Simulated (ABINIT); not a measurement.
Geometry relaxation of Mg (part 1 of 3)

System: Mg (2 atoms in the cell).
Method: Kohn-Sham DFT of a periodic cell, revPBE with D3(BJ), JTH PAW PBE v2.0, no spin polarisation (ABINIT 10.8.3).

The structure derives from an entry of the Crystallography Open Database.

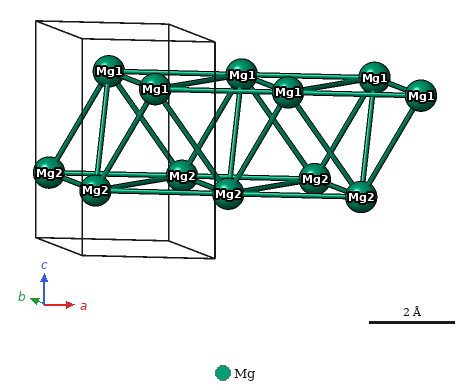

*The structure as given in the input (ball-and-stick view of the cell of the calculation, repeated 3 × 2 × 1, seen slightly off an axis; atoms are numbered from 1 in the order of the input).*

Input file:
```
# Pseudopotentials
pp_dirpath "./"
pseudos "Mg.GGA_PBE-JTH.xml"

# Structure
acell 3*1.0
rprim
     6.0646980518     0.0000000000     0.0000000000
    -3.0323490259     5.2521825792     0.0000000000
     0.0000000000     0.0000000000     9.8460400271
ntypat 1
znucl 12
natom 2
typat 1 1
xred
     0.6666666667     0.3333333333     0.7500000000
     0.3333333333     0.6666666667     0.2500000000
chkprim 0
chksymtnons 0
tolsym 1.0e-6

# Plane-wave basis
ecut 15.0
pawecutdg 30.0

# k points
kptopt 1
ngkpt 10 10 5
nshiftk 1
shiftk 0.0 0.0 0.0

# Exchange and correlation
ixc 14
vdw_xc 7

# Bands and occupations
nband 14
occopt 3
tsmear 0.05 eV

# SCF cycle
nstep 100
tolvrs 1.0e-9

# Output
iomode 3
prtwf 0
prtden 0
prteig 0
prtebands 0
enunit 1

# Relaxation
ionmov 22
ntime 60
tolmxf 5.0e-5
optcell 1
dilatmx 1.08
ecutsm 0.5
```

Hardware: 1 thread of Arm Neoverse V1, 24 GiB of memory available, shared host.

Launched with:
```bash
abinit run.abi > log 2>&1
```

The program's output:
```
.Version 10.8.3 of ABINIT
 Symmetries : space group P6_3/m m c (#194); Bravais hP (primitive hexag.)
================================================================================
 Values of the parameters that define the memory need of the present run
     intxc =       0    ionmov =      22      iscf =      17    lmnmax =       8
     lnmax =       4     mgfft =      40  mpssoang =       2    mqgrid =    3001
     natom =       2  nloc_mem =       2    nspden =       1   nspinor =       1
    nsppol =       1      nsym =      24    n1xccc =       1    ntypat =       1
    occopt =       3   xclevel =       2
       mpw =        1106          nfft =       23040          nkpt =          42
 PAW method is used; the additional fine FFT grid is defined by:
   mgfftf=        54    nfftf =     69984
================================================================================
================================================================================

--------------------------------------------------------------------------------
------------- Echo of variables that govern the present computation ------------
--------------------------------------------------------------------------------
 -outvars: echo values of preprocessed input variables --------
            acell      1.0000000000E+00  1.0000000000E+00  1.0000000000E+00 Bohr
              amu      2.43050000E+01
          chkprim           0
      chksymtnons           0
          dilatmx      1.08000000E+00
             ecut      1.50000000E+01 Hartree
           ecutsm      5.00000000E-01 Hartree
           enunit           1
           ionmov          22
              ixc          14
         kptrlatt       10    0    0      0   10    0      0    0    5
          kptrlen      4.92302001E+01
            natom           2
            nband          14
            ngfft          24      24      40
          ngfftdg          36      36      54
             nkpt          42
            nstep         100
             nsym          24
            ntime          60
           ntypat           1
           occopt           3
          optcell           1
        pawecutdg      3.00000000E+01 Hartree
         pawxcdev           0
           prtden           0
        prtebands           0
           prteig           0
            prtwf           0
            rprim      6.0646980518E+00  0.0000000000E+00  0.0000000000E+00
                      -3.0323490259E+00  5.2521825792E+00  0.0000000000E+00
                       0.0000000000E+00  0.0000000000E+00  9.8460400271E+00
          spgroup         194
           tolsym      1.00000000E-06
           tolvrs      1.00000000E-09
           tsmear      1.83746611E-03 Hartree
            typat      1  1
           useylm           1
           vdw_xc           7
           xangst      1.6046499989E+00  9.2644510884E-01  3.9077249973E+00
                      -2.4018038727E-17  1.8528902177E+00  1.3025749991E+00
            xcart      3.0323490259E+00  1.7507275264E+00  7.3845300203E+00
                      -4.5387515276E-17  3.5014550528E+00  2.4615100068E+00
             xred      6.6666666667E-01  3.3333333333E-01  7.5000000000E-01
                       3.3333333333E-01  6.6666666667E-01  2.5000000000E-01
            znucl       12.00000

================================================================================

 chkinp: Checking input parameters for consistency.

================================================================================
== DATASET  1 ==================================================================

--- !DatasetInfo
iteration_state: {dtset: 1, }
dimensions: {natom: 2, nkpt: 42, mband: 14, nsppol: 1, nspinor: 1, nspden: 1, mpw: 1106, }
cutoff_energies: {ecut:  15.0, pawecutdg:  30.0, }
electrons: {nelect:   2.00000000E+01, charge:   0.00000000E+00, occopt:   3.00000000E+00, tsmear:   1.83746611E-03, }
meta: {optdriver: 0, ionmov: 22, optcell: 1, iscf: 17, paral_kgb: 0, }
...

 Exchange-correlation functional for the present dataset will be:
  GGA: revPBE functional - ixc=14
  Zhang and Yang, PRL 80, 890 (1998)

 Real(R)+Recip(G) space primitive vectors, cartesian coordinates (Bohr,Bohr^-1):
 R(1)=  6.0646981  0.0000000  0.0000000  G(1)=  0.1648887  0.0951985  0.0000000
 R(2)= -3.0323490  5.2521826  0.0000000  G(2)=  0.0000000  0.1903970  0.0000000
 R(3)=  0.0000000  0.0000000  9.8460400  G(3)=  0.0000000  0.0000000  0.1015637
 Unit cell volume ucvol=  3.1362494E+02 bohr^3
 Angles (23,13,12)=  9.00000000E+01  9.00000000E+01  1.20000000E+02 degrees

 Coarse grid specifications (used for wave-functions):

 getcut: wavevector=  0.0000  0.0000  0.0000  ngfft=  24  24  40
         ecut(hartree)=     17.496   => boxcut(ratio)=   2.10168

 Fine grid specifications (used for densities):

 getcut: wavevector=  0.0000  0.0000  0.0000  ngfft=  36  36  54
         ecut(hartree)=     34.992   => boxcut(ratio)=   2.05960

--- Pseudopotential description ------------------------------------------------
- pspini: atom type   1  psp file is ./Mg.GGA_PBE-JTH.xml
 Pseudopotential format is: paw10
 basis_size (lnmax)=  4 (lmn_size=  8), orbitals=   0   0   1   1
 Spheres core radius: rc_sph= 1.90157919
 Shapefunction is SIN type: shapef(r)=[sin(pi*r/rshp)/(pi*r/rshp)]**2
 Radius for shape functions =  1.70710089
 Compensation charge density is not taken into account in XC energy/potential

   4.63997235E+02                                ecore*ucvol(ha*bohr**3)
--------------------------------------------------------------------------------

================================================================================

=== [ionmov=22] Limited-memory Broyden-Fletcher-Goldfarb-Shanno method
================================================================================

--- Iteration: ( 1/60) Internal Cycle: (1/1)
--------------------------------------------------------------------------------

---SELF-CONSISTENT-FIELD CONVERGENCE--------------------------------------------

--- !BeginCycle
iteration_state: {dtset: 1, itime: 1, icycle: 1, }
solver: {iscf: 17, nstep: 100, nline: 4, wfoptalg: 10, }
tolerances: {tolvrs: 1.00E-09, }
...

     iter   Etot(hartree)      deltaE(h)  residm     nres2
 ETOT  1  -126.38057179183    -1.264E+02 5.510E+00 6.599E-01
 ETOT  2  -127.12359583033    -7.430E-01 1.752E-02 6.783E-02
 ETOT  3  -127.12392138831    -3.256E-04 2.485E-03 1.736E-02
 ETOT  4  -127.12409565905    -1.743E-04 1.081E-04 5.090E-04
 ETOT  5  -127.12409421743     1.442E-06 7.462E-05 6.272E-05
 ETOT  6  -127.12409435706    -1.396E-07 6.269E-05 2.592E-06
 ETOT  7  -127.12409434305     1.401E-08 5.305E-05 3.402E-08
 ETOT  8  -127.12409434321    -1.503E-10 1.136E-04 1.617E-09
 ETOT  9  -127.12409434320     4.221E-12 7.979E-05 1.734E-10

 At SCF step    9       nres2   =  1.73E-10 < tolvrs=  1.00E-09 =>converged.

 Cartesian components of stress tensor (hartree/bohr^3)
  sigma(1 1)=  1.17245862E-04  sigma(3 2)=  0.00000000E+00
  sigma(2 2)=  1.17245862E-04  sigma(3 1)=  0.00000000E+00
  sigma(3 3)=  8.13719143E-05  sigma(2 1)=  0.00000000E+00

--- !ResultsGS
iteration_state: {dtset: 1, itime: 1, icycle: 1, }
comment   : Summary of ground state results
lattice_vectors:
- [  6.0646981,   0.0000000,   0.0000000, ]
- [ -3.0323490,   5.2521826,   0.0000000, ]
- [  0.0000000,   0.0000000,   9.8460400, ]
lattice_lengths: [   6.06470,    6.06470,    9.84604, ]
lattice_angles: [ 90.000,  90.000, 120.000, ] # degrees, (23, 13, 12)
lattice_volume:   3.1362494E+02
convergence: {deltae:  4.221E-12, res2:  1.734E-10, residm:  7.979E-05, diffor: null, }
etotal    :  -1.27124094E+02
entropy   :   0.00000000E+00
fermie    :   1.59945019E-01
cartesian_stress_tensor: # hartree/bohr^3
- [  1.17245862E-04,   0.00000000E+00,   0.00000000E+00, ]
- [  0.00000000E+00,   1.17245862E-04,   0.00000000E+00, ]
- [  0.00000000E+00,   0.00000000E+00,   8.13719143E-05, ]
pressure_GPa:  -3.0977E+00
xred      :
- [  6.6667E-01,   3.3333E-01,   7.5000E-01, Mg]
- [  3.3333E-01,   6.6667E-01,   2.5000E-01, Mg]
cartesian_forces: # hartree/bohr
- [  1.77594677E-28,   3.07603003E-28,  -0.00000000E+00, ]
- [ -1.77594677E-28,  -3.07603003E-28,  -0.00000000E+00, ]
force_length_stats: {min:   3.55189353E-28, max:   3.55189353E-28, mean:   3.55189353E-28, }
...

 Integrated electronic density in atomic spheres:
 ------------------------------------------------
 Atom  Sphere_radius  Integrated_density
    1        1.90158          8.21225206
    2        1.90158          8.21225206

---OUTPUT-----------------------------------------------------------------------

 Cartesian coordinates (xcart) [bohr]
  3.03234902590000E+00  1.75072752640000E+00  7.38453002032500E+00
 -4.53875152757928E-17  3.50145505280000E+00  2.46151000677500E+00
 Reduced coordinates (xred)
  6.66666666666666E-01  3.33333333333333E-01  7.50000000000000E-01
  3.33333333333333E-01  6.66666666666666E-01  2.50000000000000E-01
 Cartesian forces (fcart) [Ha/bohr]; max,rms= 3.07603E-28 2.05069E-28 (free atoms)
  1.77594676612479E-28  3.07603003043111E-28 -0.00000000000000E+00
 -1.77594676612479E-28 -3.07603003043111E-28 -0.00000000000000E+00
 Gradient of E wrt nuclear positions in reduced coordinates (gred)
 -1.07705808926175E-27 -1.07705808926175E-27 -0.00000000000000E+00
  1.07705808926176E-27  1.07705808926175E-27  0.00000000000000E+00
 Scale of Primitive Cell (acell) [bohr]
  1.00000000000000E+00  1.00000000000000E+00  1.00000000000000E+00
 Real space primitive translations (rprimd) [bohr]
  6.06469805180000E+00  0.00000000000000E+00  0.00000000000000E+00
 -3.03234902590000E+00  5.25218257920000E+00  0.00000000000000E+00
  0.00000000000000E+00  0.00000000000000E+00  9.84604002710000E+00
 Unitary Cell Volume (ucvol) [Bohr^3]=  3.13624942712804E+02
 Angles (23,13,12)= [degrees]
  9.00000000000000E+01  9.00000000000000E+01  1.19999999999720E+02
 Lengths [Bohr]
  6.06469805180000E+00  6.06469805185127E+00  9.84604002710000E+00
 Stress tensor in cartesian coordinates (strten) [Ha/bohr^3]
  1.17245862011222E-04  0.00000000000000E+00  0.00000000000000E+00
  0.00000000000000E+00  1.17245861902224E-04  0.00000000000000E+00
  0.00000000000000E+00  0.00000000000000E+00  8.13719142836594E-05
 Total energy (etotal) [Ha]= -1.27124094343201E+02

--- Iteration: ( 2/60) Internal Cycle: (1/1)
--------------------------------------------------------------------------------

---SELF-CONSISTENT-FIELD CONVERGENCE--------------------------------------------

--- !BeginCycle
iteration_state: {dtset: 1, itime: 2, icycle: 1, }
solver: {iscf: 17, nstep: 100, nline: 4, wfoptalg: 10, }
tolerances: {tolvrs: 1.00E-09, }
...

     iter   Etot(hartree)      deltaE(h)  residm     nres2
 ETOT  1  -127.12352755477    -1.271E+02 9.496E+00 1.771E-01
 ETOT  2  -127.12451462650    -9.871E-04 3.665E-02 2.621E-02
 ETOT  3  -127.12441219436     1.024E-04 3.663E-04 3.444E-03
 ETOT  4  -127.12439093986     2.125E-05 5.952E-05 4.640E-05
 ETOT  5  -127.12439104791    -1.081E-07 6.186E-05 2.475E-06
 ETOT  6  -127.12439105319    -5.278E-09 2.218E-05 3.950E-08
 ETOT  7  -127.12439105352    -3.301E-10 3.184E-05 3.304E-09
 ETOT  8  -127.12439105313     3.882E-10 1.474E-05 2.692E-10

 At SCF step    8       nres2   =  2.69E-10 < tolvrs=  1.00E-09 =>converged.

 Cartesian components of stress tensor (hartree/bohr^3)
  sigma(1 1)=  1.07115477E-04  sigma(3 2)=  0.00000000E+00
  sigma(2 2)=  1.07115477E-04  sigma(3 1)=  0.00000000E+00
  sigma(3 3)=  7.14261001E-05  sigma(2 1)=  0.00000000E+00

--- !ResultsGS
iteration_state: {dtset: 1, itime: 2, icycle: 1, }
comment   : Summary of ground state results
lattice_vectors:
- [  6.0455419,   0.0000000,   0.0000000, ]
- [ -3.0227709,   5.2355928,   0.0000000, ]
- [  0.0000000,   0.0000000,   9.8149400, ]
lattice_lengths: [   6.04554,    6.04554,    9.81494, ]
lattice_angles: [ 90.000,  90.000, 120.000, ] # degrees, (23, 13, 12)
lattice_volume:   3.1066244E+02
convergence: {deltae:  3.882E-10, res2:  2.692E-10, residm:  1.474E-05, diffor: null, }
etotal    :  -1.27124391E+02
entropy   :   0.00000000E+00
fermie    :   1.62346263E-01
cartesian_stress_tensor: # hartree/bohr^3
- [  1.07115477E-04,   0.00000000E+00,   0.00000000E+00, ]
- [  0.00000000E+00,   1.07115477E-04,   0.00000000E+00, ]
- [  0.00000000E+00,   0.00000000E+00,   7.14261001E-05, ]
pressure_GPa:  -2.8014E+00
xred      :
- [  6.6667E-01,   3.3333E-01,   7.5000E-01, Mg]
- [  3.3333E-01,   6.6667E-01,   2.5000E-01, Mg]
cartesian_forces: # hartree/bohr
- [  5.34472233E-28,  -5.14296146E-28,  -0.00000000E+00, ]
- [ -5.34472233E-28,   5.14296146E-28,  -0.00000000E+00, ]
force_length_stats: {min:   7.41728450E-28, max:   7.41728450E-28, mean:   7.41728450E-28, }
...

 Integrated electronic density in atomic spheres:
 ------------------------------------------------
 Atom  Sphere_radius  Integrated_density
    1        1.90158          8.21114885
    2        1.90158          8.21114885

---OUTPUT-----------------------------------------------------------------------

 Cartesian coordinates (xcart) [bohr]
  3.02277093794396E+00  1.74519761474019E+00  7.36120497513904E+00
 -4.29062920603001E-17  3.49039522948039E+00  2.45373499171302E+00
 Reduced coordinates (xred)
  6.66666666666666E-01  3.33333333333333E-01  7.50000000000000E-01
  3.33333333333333E-01  6.66666666666666E-01  2.50000000000000E-01
 Cartesian forces (fcart) [Ha/bohr]; max,rms= 5.34472E-28 4.28237E-28 (free atoms)
  5.34472233278626E-28 -5.14296146257194E-28 -0.00000000000000E+00
 -5.34472233278626E-28  5.14296146257194E-28 -0.00000000000000E+00
 Gradient of E wrt nuclear positions in reduced coordinates (gred)
 -3.23117426778527E-27  4.30823235704702E-27 -0.00000000000000E+00
  3.23117426778527E-27 -4.30823235704702E-27 -0.00000000000000E+00
 Scale of Primitive Cell (acell) [bohr]
  9.96841363618029E-01  9.96841363618029E-01  9.96841363618029E-01
 Real space primitive translations (rprimd) [bohr]
  6.04554187588792E+00  0.00000000000000E+00  0.00000000000000E+00
 -3.02277093794396E+00  5.23559284422058E+00  0.00000000000000E+00
  0.00000000000000E+00  0.00000000000000E+00  9.81493996685206E+00
 Unitary Cell Volume (ucvol) [Bohr^3]=  3.10662438459207E+02
 Angles (23,13,12)= [degrees]
  9.00000000000000E+01  9.00000000000000E+01  1.19999999999720E+02
 Lengths [Bohr]
  6.04554187588792E+00  6.04554187593903E+00  9.81493996685206E+00
 Stress tensor in cartesian coordinates (strten) [Ha/bohr^3]
  1.07115476968455E-04  0.00000000000000E+00  0.00000000000000E+00
  0.00000000000000E+00  1.07115476857646E-04  0.00000000000000E+00
  0.00000000000000E+00  0.00000000000000E+00  7.14261001039653E-05
 Total energy (etotal) [Ha]= -1.27124391053133E+02

 Difference of energy with previous step (new-old):
           Absolute (Ha)=-2.96710E-04
           Relative     =-2.33402E-06

--- Iteration: ( 3/60) Internal Cycle: (1/1)
--------------------------------------------------------------------------------

---SELF-CONSISTENT-FIELD CONVERGENCE--------------------------------------------

--- !BeginCycle
iteration_state: {dtset: 1, itime: 3, icycle: 1, }
solver: {iscf: 17, nstep: 100, nline: 4, wfoptalg: 10, }
tolerances: {tolvrs: 1.00E-09, }
...

     iter   Etot(hartree)      deltaE(h)  residm     nres2
 ETOT  1  -127.14955383298    -1.271E+02 6.152E+04 1.411E+01
 ETOT  2  -127.13102924899     1.852E-02 1.312E+01 2.044E+00
 ETOT  3  -127.12694069539     4.089E-03 3.110E+01 2.743E-01
 ETOT  4  -127.12559182588     1.349E-03 6.342E+00 2.872E-03
 ETOT  5  -127.12560316209    -1.134E-05 7.282E-01 1.212E-04
 ETOT  6  -127.12560331477    -1.527E-07 2.742E-02 3.498E-06
 ETOT  7  -127.12560330434     1.043E-08 2.437E-03 1.588E-06
 ETOT  8  -127.12560329332     1.102E-08 1.350E-04 2.149E-08
 ETOT  9  -127.12560329225     1.077E-09 6.911E-06 7.617E-10

 At SCF step    9       nres2   =  7.62E-10 < tolvrs=  1.00E-09 =>converged.

 Cartesian components of stress tensor (hartree/bohr^3)
  sigma(1 1)=  6.37144302E-06  sigma(3 2)=  0.00000000E+00
  sigma(2 2)=  6.37144290E-06  sigma(3 1)=  0.00000000E+00
  sigma(3 3)= -2.82664274E-05  sigma(2 1)=  0.00000000E+00
```
